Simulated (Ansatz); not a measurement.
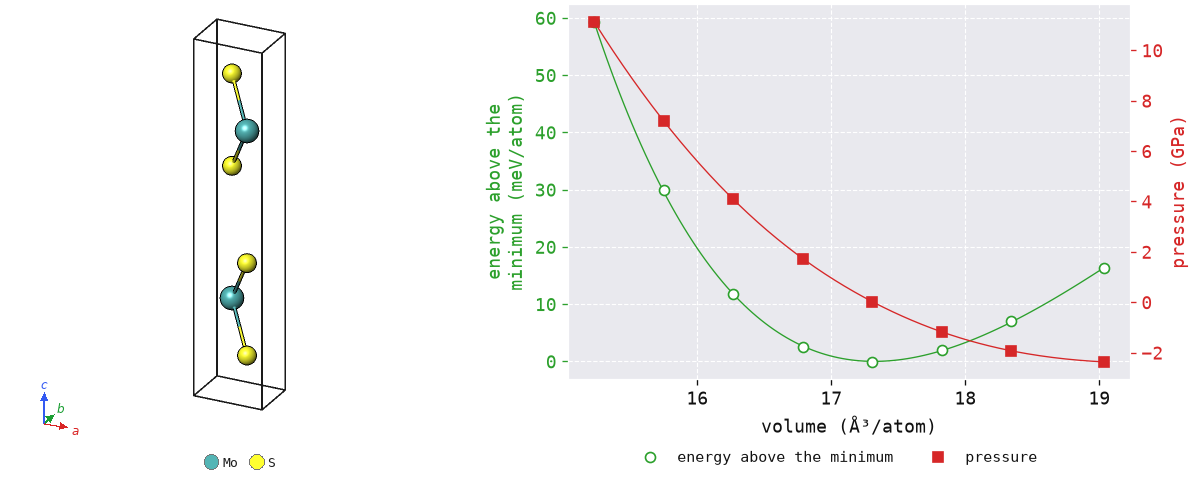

Computed with Ansatz 0.2.0: third-order Birch-Murnaghan fit to density functional energies at scaled volumes of the given relaxed cell, shape and atoms relaxed at each volume; energies count from the fitted minimum; plane waves with PAW datasets, Γ-centred k mesh. Level: PBE with D3(BJ), no spin polarisation.

wave cutoff 420 eV; k mesh 12×12×4; occupations Gaussian; smearing width 0.02 eV.

Cell as given: a = 3.149 Å, b = 3.149 Å, c = 12.090 Å, α = 90.00°, β = 90.00°, γ = 120.00°; 6 atoms.

Caption: Energy above the minimum and pressure against volume for MoS₂, space group P6_3/mmc (No. 194). The conventional cell is drawn beside the plot.

A third-order Birch–Murnaghan fit gives V0 = 17.32 Å³/atom, B0 = 46.2 GPa. The energy above the minimum is 59.3 meV/atom at volume 15.229 Å³/atom and 16.3 meV/atom at 19.036 Å³/atom; the lowest computed point is at volume 17.306 Å³/atom (−0.1 meV/atom), and no other minimum shows. The pressure falls from 11.14 GPa at volume 15.229 Å³/atom to −2.37 GPa at 19.036 Å³/atom, and changes sign near 17.31 Å³/atom.

Keep in mind: a crossing between the sampled k points may be missed; pressure derivative unusual.

One of the inputs:
```
crystal:
  lattice:
    - [3.169, 0.0, 0.0]
    - [-1.5845, 2.7444345046, 0.0]
    - [0.0, 0.0, 12.324]
  atoms:
    - { symbol: Mo, position: [0.3333333333, 0.6666666667, 0.25] }
    - { symbol: Mo, position: [0.6666666667, 0.3333333333, 0.75] }
    - { symbol: S, position: [0.3333333333, 0.6666666667, 0.623] }
    - { symbol: S, position: [0.6666666667, 0.3333333333, 0.123] }
    - { symbol: S, position: [0.3333333333, 0.6666666667, 0.877] }
    - { symbol: S, position: [0.6666666667, 0.3333333333, 0.377] }
basis:
  ecutwfc: 420
kpoints:
  mp_grid: { grid: [12, 12, 4] }
hamiltonian:
  xc: pbe
  dispersion: d3bj
scf:
  occupations: { method: gaussian, width: 0.02 }
output:
  forces: true
  stress: true
  eigenvalues: true
relax:
  adjacent_minimum: "off"
  f_tol: 0.005
  max_steps: 80
  cell: { stress_tol: 0.05 }
```

Launched with:
```bash
ansatz run input.yaml --threads 1 --pin off --max-ram 2560MiB --backend cpu --events-out ev --progress --plain --runs-dir out
```
